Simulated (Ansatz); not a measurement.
Consider GeSb₂Te₄.

Input file:

```
crystal:
  lattice:
    - [2.1627800661, 1.2486816534, 13.1552326131]
    - [-2.1627800661, 1.2486816534, 13.1552326131]
    - [0.0, -2.4973633067, 13.1552326131]
  atoms:
    - { symbol: Ge, position: [0.0, 0.0, 0.0] }
    - { symbol: Sb, position: [0.1407929461, 0.1407929461, 0.1407929461] }
    - { symbol: Sb, position: [0.8592070539, 0.8592070539, 0.8592070539] }
    - { symbol: Te, position: [0.4300142412, 0.4300142412, 0.4300142412] }
    - { symbol: Te, position: [0.5699857588, 0.5699857588, 0.5699857588] }
    - { symbol: Te, position: [0.2917905363, 0.2917905363, 0.2917905363] }
    - { symbol: Te, position: [0.7082094637, 0.7082094637, 0.7082094637] }
basis:
  ecutwfc: 420
kpoints:
  mp_grid: { grid: [12, 12, 12] }
hamiltonian:
  xc: pbe
scf:
  occupations: { method: gaussian, width: 0.15 }
output:
  forces: true
  stress: true
  eigenvalues: true
  write_density: true
  write_potential: true
  elf: true
  volumetric_format: npy
```

Run with:

```sh
ansatz run input.yaml --threads 2 --pin off --max-ram 5120MiB --backend cpu --events-out ev --progress --plain --runs-dir out
```

Below, planes, directions and counts refer to the conventional cell (a = 4.33 Å, b = 4.33 Å, c = 39.47 Å, α = 90.00°, β = 90.00°, γ = 120.00°).

Space group R-3m; a structure from a database of computed crystals, not necessarily the ambient phase.

Method: DFT PBE, scalar-relativistic, plane waves, PAW (Ansatz).

Question: Predict the valence pseudo-density and electron localisation function between the atoms.

Answer: Ge–Te (2.99 Å): the density is about 0.27 e/Å³ at the midpoint; the ELF peaks at about 0.65 in the valence shell of Te, 1.3 Å from its nucleus, and is about 0.55 at the midpoint.
Sb–Te (3.04 Å): the density is about 0.29 e/Å³ at the midpoint; the ELF peaks at about 0.65 between the atoms.

Question: Does the calculation give a band gap?

Answer: It is gapless in this calculation (a metal or semimetal).

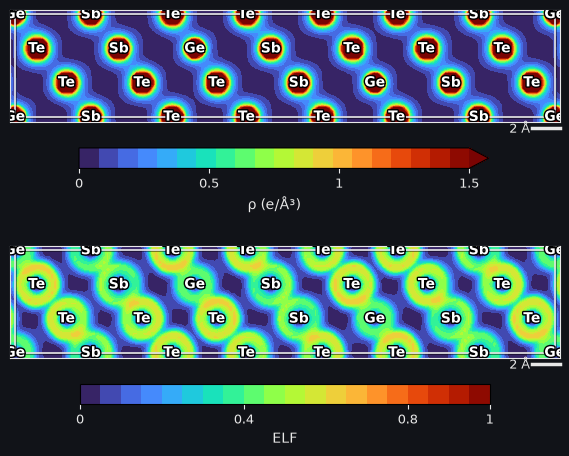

Computed valence pseudo-density and electron localisation function on the (110) plane of the conventional cell, in this order. 

In a PAW calculation such maps are meaningful between the atoms, not at the nuclei.
